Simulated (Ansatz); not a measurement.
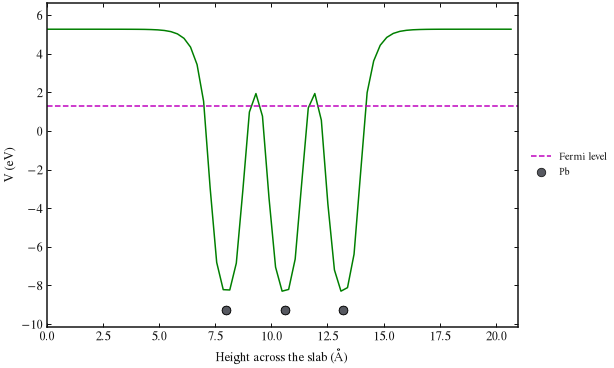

Plane-averaged electrostatic potential energy of an electron across the slab; circles at the bottom mark the heights of the atoms (positions after relaxation).

The Ansatz input:

```
crystal:
  lattice:
    - [7.0141808633, 0.0, 0.0]
    - [0.0, 7.0141808633, 0.0]
    - [0.0, 0.0, 20.9597748529]
  atoms:
    - { symbol: Pb, position: [0.25, 0.25, 0.3816834893] }
    - { symbol: Pb, position: [0.25, 0.75, 0.3816834893] }
    - { symbol: Pb, position: [0.75, 0.25, 0.3816834893] }
    - { symbol: Pb, position: [0.75, 0.75, 0.3816834893] }
    - { symbol: Pb, position: [0.5, 0.5, 0.5] }
    - { symbol: Pb, position: [0.5, 0.0, 0.5] }
    - { symbol: Pb, position: [0.0, 0.5, 0.5] }
    - { symbol: Pb, position: [0.0, 0.0, 0.5] }
    - { symbol: Pb, position: [0.75, 0.75, 0.6183165107] }
    - { symbol: Pb, position: [0.75, 0.25, 0.6183165107] }
    - { symbol: Pb, position: [0.25, 0.75, 0.6183165107] }
    - { symbol: Pb, position: [0.25, 0.25, 0.6183165107] }
basis:
  ecutwfc: 420
kpoints:
  mp_grid: { grid: [3, 3, 1] }
hamiltonian:
  xc: pbe
  dispersion: d3bj
scf:
  occupations: { method: gaussian, width: 0.1 }
output:
  forces: true
  eigenvalues: true
  write_density: true
  write_potential: true
  elf: true
  volumetric_format: npy
relax:
  adjacent_minimum: "off"
  f_tol: 0.03
  max_steps: 70
  constraints: [{ sites: [0, 1, 2, 3] }]
efield:
  axis: 3
  dipole_correction: true
  ramp_width: 0.04
```

Run as:
```bash
ansatz run input.yaml --threads 4 --pin off --max-ram 10240MiB --backend cpu --events-out ev --progress --plain --runs-dir out
```

**Read off the work function of each face.**

The work function is 3.99 eV, the same on both faces. The two vacuum levels agree, so the slab has no net dipole along its normal.

**How thick are slab and vacuum?**

The outermost atoms are 5.2 Å apart, which leaves 15.8 Å of vacuum in a cell 21.0 Å high.

Spin-orbit coupling is left out, which matters for Pb.
